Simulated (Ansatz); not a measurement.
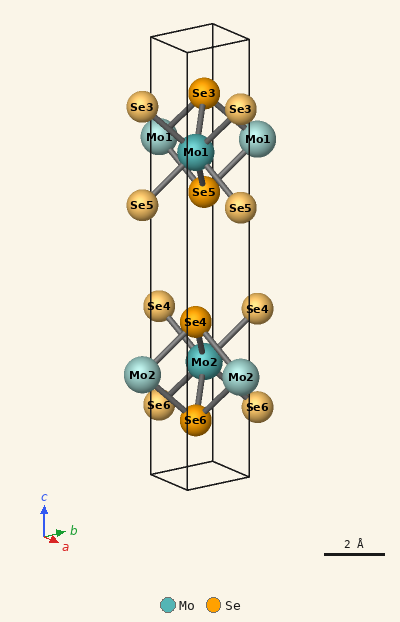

Figure 1. The structure as given in the input (ball-and-stick view of the cell of the calculation, seen slightly off an axis; neighbours outside the cell are drawn fainter; atoms are numbered from 1 in the order of the input). Near neighbours in the crystal (not all of them lie inside the picture): Mo has 6 Se at 2.54 Å; Se has 3 Mo at 2.54 Å.

**What a change does: single-point calculation on MoSe$_{2}$**

System: MoSe$_{2}$ (P6₃/mmc, 6 atoms in the cell).
Method of the first run: DFT PBE, scalar-relativistic, plane waves, PAW, no spin polarisation (Ansatz 0.2.0).

The structure derives from a Materials Project entry. Text and figures count atoms from 1; the logs count them from 0 in places.

Input, the first run:
```yaml
crystal:
  lattice:
    - [3.3209146302, 0.0, 0.0]
    - [-1.6604573151, 2.8759964335, 0.0]
    - [0.0, 0.0, 14.8293920783]
  atoms:
    - { symbol: Mo, position: [0.6666666667, 0.3333333333, 0.75] }
    - { symbol: Mo, position: [0.3333333333, 0.6666666667, 0.25] }
    - { symbol: Se, position: [0.3333333333, 0.6666666667, 0.8625283918] }
    - { symbol: Se, position: [0.6666666667, 0.3333333333, 0.3625283918] }
    - { symbol: Se, position: [0.3333333333, 0.6666666667, 0.6374716082] }
    - { symbol: Se, position: [0.6666666667, 0.3333333333, 0.1374716082] }
basis:
  ecutwfc: 420
kpoints:
  mp_grid: { grid: [9, 9, 2] }
  band_path: { path: [VBM, CBM], npoints: 2 }
hamiltonian:
  xc: pbe
scf:
  occupations: { method: gaussian, width: 0.02 }
output:
  forces: true
  stress: true
  eigenvalues: true
checkpoint:
  read: start.run
  write: ck
  compress: false
  write_wavefunctions: false
  write_every: 100000
```

Launched with:
```bash
ansatz run input.yaml --threads 1 --pin off --max-ram 2560MiB --backend cpu --events-out ev --progress --plain --runs-dir out
```

Hardware: 1 thread of AMD EPYC (Zen 3), 128 GiB of memory available, shared host.

Output, shortened to warnings, some set-up lines, iterations and results (the first run):
```
Basis set: ecut = 420 eV, 2821 PW (Γ), exchange–correlation on 48×48×200 points (8 copies of the dense FFT grid, shifted against one another)
Symmetry: 24 space group operations
k-points: 24 of 162
Initial density: read from a saved state, or passed on in memory by an earlier SCF of this step, an earlier step, the calling program or the single point that the run made first
[...]
SCF iter   1: F=—  HF=-31792.464981 eV  |F-HF|=—  |Δ(HF+E_count)|=         —  Δρ=3.70e-6  dr2=2.05e-8  ethr=4.53e-8  ⟨swp⟩=4.1  Hψ=9125  notcnv=0
SCF iter   2: F=-31792.464981 eV  HF=-31792.464981 eV  |F-HF|=3.89e-8  |Δ(HF+E_count)|=   9.88e-8  Δρ=2.40e-6  dr2=8.36e-9  ethr=2.23e-11  ⟨swp⟩=7.4  Hψ=5362  notcnv=0
SCF 1 converged in 2 iterations: F = -31792.464981 eV  dr2 = 8.36e-9
NSCF: frozen V_eff on 28 k-points
NSCF: frozen V_eff on 28 k-points
NSCF: frozen V_eff on 28 k-points
NSCF: frozen V_eff on 28 k-points
NSCF: frozen V_eff on 8 k-points
NSCF: frozen V_eff on 15 k-points
NSCF: frozen V_eff on 13 k-points
NSCF: frozen V_eff on 11 k-points
NSCF: frozen V_eff on 16 k-points
NSCF: frozen V_eff on 7 k-points
NSCF: frozen V_eff on 11 k-points
NSCF: frozen V_eff on 5 k-points
NSCF: frozen V_eff on 2 k-points
NSCF: frozen V_eff on 3 k-points
SCF converged after 2 iterations
Free energy (F): -31792.464981 eV
Harris-Foulkes:  -31792.464981 eV  (|F-HF|=3.89e-8)
Internal energy: -31792.464981 eV  (E = F + TS)
E sigma→0 (E₀):  -31792.464981 eV
Fermi energy:    10.262593 eV
--- Per-component energies (eV) ---
  E_band       = -1856.776568
  E_kinetic    = 1356.085996
  E_local      = -14953.331895  (includes V_loc(G=0)·N_el)
  E_nonlocal   = -2095.865313
  E_hartree    = 7050.526365
  E_xc         = -784.394621
  E_vxc        = -851.535787  (∫ρ·V_xc dr)
  E_paw        = -14048.364028  (= ΣΔE_a)
  E_vpaw       = 586.822586  (= ΣTr[D̂ρ^β])
  E_aug_tail   = -0.002262  (compensation charges beyond the density's cutoff)
  E_ewald      = -8317.119222
  E_smearing   = -0.000000  (= −TS)
  E_closure    = -0.000000  (closes the sum)
  Σ components = -31792.464981   (vs F -31792.464981, Δ=0.00e0)
--- Forces (eV/Å), atoms counted from 1 ---
  atom   1  Mo    -0.00000000    -0.00000000    -0.00000000
  atom   2  Mo     0.00000000     0.00000000     0.00000000
  atom   3  Se     0.00000000     0.00000000    -0.00118093
  atom   4  Se     0.00000000    -0.00000000    -0.00118093
  atom   5  Se     0.00000000     0.00000000     0.00118093
  atom   6  Se     0.00000000    -0.00000000     0.00118093
  max |Σ_I F_I| component: 1.04e-17 eV/Å
--- Stress (GPa, compression-positive) ---
       -0.004486       0.000000      -0.000000
        0.000000      -0.004486      -0.000000
       -0.000000      -0.000000       0.038399
  P = ⅓ Tr σ = 0.0098 GPa (0.098 kbar)
```

The input of the second run differs as follows (lines with − go, lines with + come):
```diff
-    - [3.3209146302, 0.0, 0.0]
-    - [-1.6604573151, 2.8759964335, 0.0]
-    - [0.0, 0.0, 14.8293920783]
+    - [3.2711009107, 0.0, 0.0]
+    - [-1.6355504554, 2.832856487, 0.0]
+    - [0.0, 0.0, 14.6069511971]
-    - { symbol: Se, position: [0.3333333333, 0.6666666667, 0.8625283918] }
-    - { symbol: Se, position: [0.6666666667, 0.3333333333, 0.3625283918] }
-    - { symbol: Se, position: [0.3333333333, 0.6666666667, 0.6374716082] }
-    - { symbol: Se, position: [0.6666666667, 0.3333333333, 0.1374716082] }
+    - { symbol: Se, position: [0.3333333333, 0.6666666667, 0.8654354935] }
+    - { symbol: Se, position: [0.6666666667, 0.3333333333, 0.3654354935] }
+    - { symbol: Se, position: [0.3333333333, 0.6666666667, 0.6345645065] }
+    - { symbol: Se, position: [0.6666666667, 0.3333333333, 0.1345645065] }
```

What does this change do to the results?

With the same functional and potentials, the second run lies 6.4 meV per atom higher. The gap on the mesh goes from 1.42 to 1.34 eV. The pressure goes from 0.01 to 2.02 GPa. The volume per atom goes from 23.61 to 22.56 Å³. The plane waves at Γ go from 2821 to 2701.

Output, shortened to warnings, some set-up lines, iterations and results (the second run):
```
Basis set: ecut = 420 eV, 2701 PW (Γ), exchange–correlation on 48×48×200 points (8 copies of the dense FFT grid, shifted against one another)
Symmetry: 24 space group operations
k-points: 24 of 162
Initial density: read from a saved state, or passed on in memory by an earlier SCF of this step, an earlier step, the calling program or the single point that the run made first
[...]
SCF iter   1: F=—  HF=-31792.426396 eV  |F-HF|=—  |Δ(HF+E_count)|=         —  Δρ=2.37e-6  dr2=2.83e-8  ethr=3.36e-8  ⟨swp⟩=4.2  Hψ=9289  notcnv=0
SCF iter   2: F=-31792.426395 eV  HF=-31792.426395 eV  |F-HF|=1.41e-8  |Δ(HF+E_count)|=   5.53e-7  Δρ=1.88e-6  dr2=1.28e-8  ethr=3.08e-11  ⟨swp⟩=6.6  Hψ=5042  notcnv=0
SCF 1 converged in 2 iterations: F = -31792.426395 eV  dr2 = 1.28e-8
NSCF: frozen V_eff on 28 k-points
NSCF: frozen V_eff on 28 k-points
NSCF: frozen V_eff on 28 k-points
NSCF: frozen V_eff on 28 k-points
NSCF: frozen V_eff on 8 k-points
NSCF: frozen V_eff on 13 k-points
NSCF: frozen V_eff on 10 k-points
NSCF: frozen V_eff on 8 k-points
NSCF: frozen V_eff on 16 k-points
NSCF: frozen V_eff on 7 k-points
NSCF: frozen V_eff on 5 k-points
NSCF: frozen V_eff on 13 k-points
NSCF: frozen V_eff on 4 k-points
NSCF: frozen V_eff on 3 k-points
SCF converged after 2 iterations
Free energy (F): -31792.426395 eV
Harris-Foulkes:  -31792.426395 eV  (|F-HF|=1.41e-8)
Internal energy: -31792.426395 eV  (E = F + TS)
E sigma→0 (E₀):  -31792.426395 eV
Fermi energy:    10.940222 eV
--- Per-component energies (eV) ---
  E_band       = -1794.722675
  E_kinetic    = 1358.938758
  E_local      = -14330.963412  (includes V_loc(G=0)·N_el)
  E_nonlocal   = -2095.925165
  E_hartree    = 6769.720316
  E_xc         = -785.634508
  E_vxc        = -853.216728  (∫ρ·V_xc dr)
  E_paw        = -14048.301240  (= ΣΔE_a)
  E_vpaw       = 586.998222  (= ΣTr[D̂ρ^β])
  E_aug_tail   = -0.002288  (compensation charges beyond the density's cutoff)
  E_ewald      = -8660.258856
  E_smearing   = -0.000000  (= −TS)
  E_closure    = 0.000000  (closes the sum)
  Σ components = -31792.426395   (vs F -31792.426395, Δ=0.00e0)
--- Forces (eV/Å), atoms counted from 1 ---
  atom   1  Mo     0.00000000    -0.00000000     0.00000000
  atom   2  Mo     0.00000000     0.00000000     0.00000000
  atom   3  Se     0.00000000     0.00000000    -0.00012884
  atom   4  Se    -0.00000000    -0.00000000    -0.00012884
  atom   5  Se     0.00000000     0.00000000     0.00012884
  atom   6  Se    -0.00000000    -0.00000000     0.00012884
  max |Σ_I F_I| component: 8.10e-18 eV/Å
--- Stress (GPa, compression-positive) ---
        2.952271       0.000000      -0.000000
        0.000000       2.952271      -0.000000
       -0.000000      -0.000000       0.145712
  P = ⅓ Tr σ = 2.0168 GPa (20.168 kbar)
```

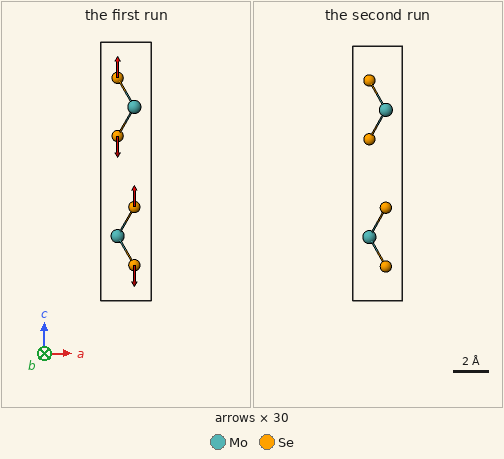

Figure 2. The two input geometries at one scale (ball-and-stick view of the cell of the calculation, along the b axis). The red arrows on the first give the shifts of the atoms relative to the cell, with their mean removed, magnified 30 times. The largest moves relative to the cell, 0.042 Å, are those of Se atoms. Mo stays in place. (The mean shift of all atoms is removed.) The drawn cell changes as follows: a = b 3.321 → 3.271 Å (−1.5 %), c 14.829 → 14.607 Å (−1.5 %); the volume changes by −4.4 %. Among the contacts that change: Mo–Se 2.542 → 2.532 Å.

The two runs side by side:

| quantity | the first run | the second run |
| --- | --- | --- |
| outcome | converged | converged |
| free energy per atom (eV) | −5298.7442 | −5298.7377 |
| gap on the mesh (eV) | 1.42 | 1.34 |
| pressure (GPa) | 0.01 | 2.02 |
| volume per atom (Å³) | 23.61 | 22.56 |
| largest force (eV/Å) | 0.001 | 0.000 |
| irreducible k-points | 24 | 24 |
| plane waves at Γ | 2821 | 2701 |
| wall time (shared host) | 47 s | 41 s |
